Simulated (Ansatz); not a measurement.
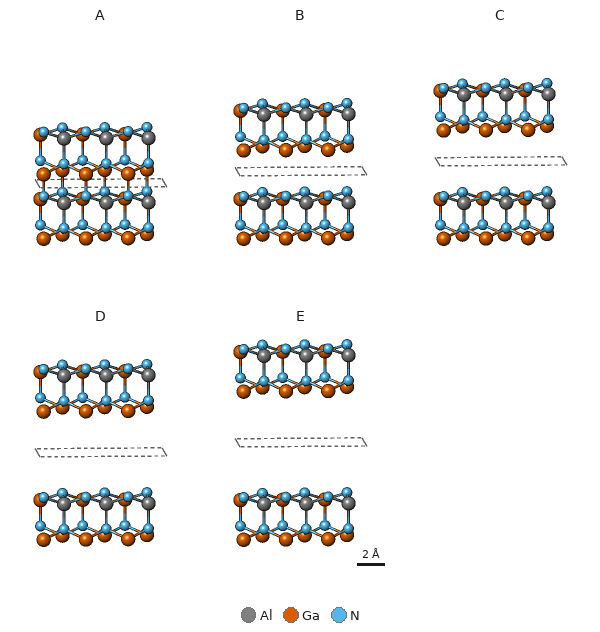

Frames of a one-coordinate scan of solid AlGa3N4 (Pm). Style: ball-and-stick. Shown: the layers on both sides of the dashed plane, from the side, nearly along that plane.

Level of theory: DFT PBEsol, scalar-relativistic, plane waves, PAW (Ansatz 0.2.0). Settings: plane-wave cutoff 420 eV; k-point mesh 8 × 5 × 3; occupations gaussian; smearing width 0.05 eV; no spin polarisation. Energies (free energies at the smearing named) are counted from the relaxed crystal.

**What is being scanned?**

The crystal is pulled apart rigidly along the normal of the (1 0 0) plane of the conventional cell, at a cut between a plane of N below and one of Ga above, 1.95 Å apart. In the frames the opening is −0.30 Å (A), 1.50 Å (B), 3.00 Å (C), 4.50 Å (D), 6.00 Å (E). One cut stands in each cell, which starts 10.3 Å high; nothing is relaxed, and the dashed outline marks the cut. Their energies are 1.83 J/m², 4.97 J/m², 6.48 J/m², 6.63 J/m², 6.67 J/m².
